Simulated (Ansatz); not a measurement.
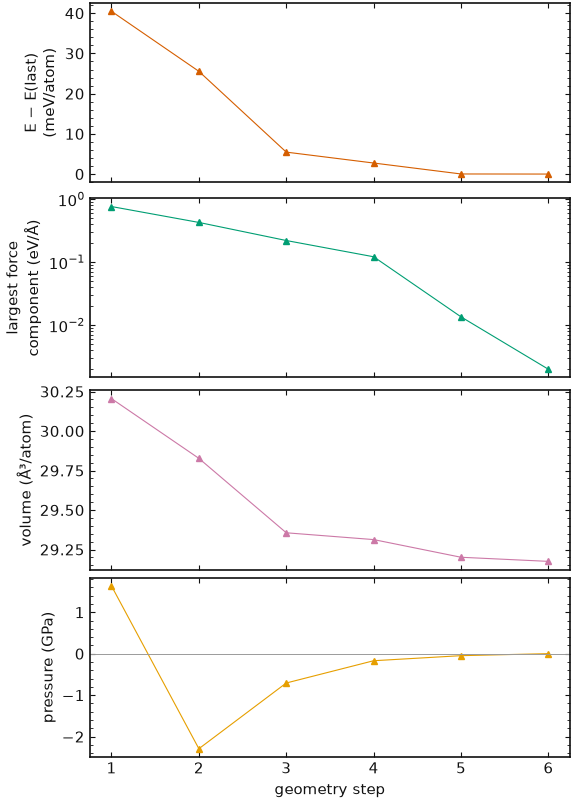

History of a geometry optimisation. The run: Sb (R-3m, 2 atoms in the cell), by DFT LDA, scalar-relativistic, plane waves, PAW in Ansatz 0.2.0; cutoff 600 eV, 12×12×12 k-mesh, Gaussian smearing of 0.05 eV. Atoms and cell relax. A closing SCF on a freshly chosen basis isn't drawn.

The optimisation met its thresholds at geometry 6, counting the start as the first. The energy fell by about 40 meV/atom from the first step to the last. The largest force component goes from about 0.77 eV/Å at the start to 2 × 10⁻³ eV/Å at the end. The volume shrinks from 30.21 to 29.17 Å³ per atom (−3.4 %), as the pressure goes from 1.6 GPa to about 0 GPa.
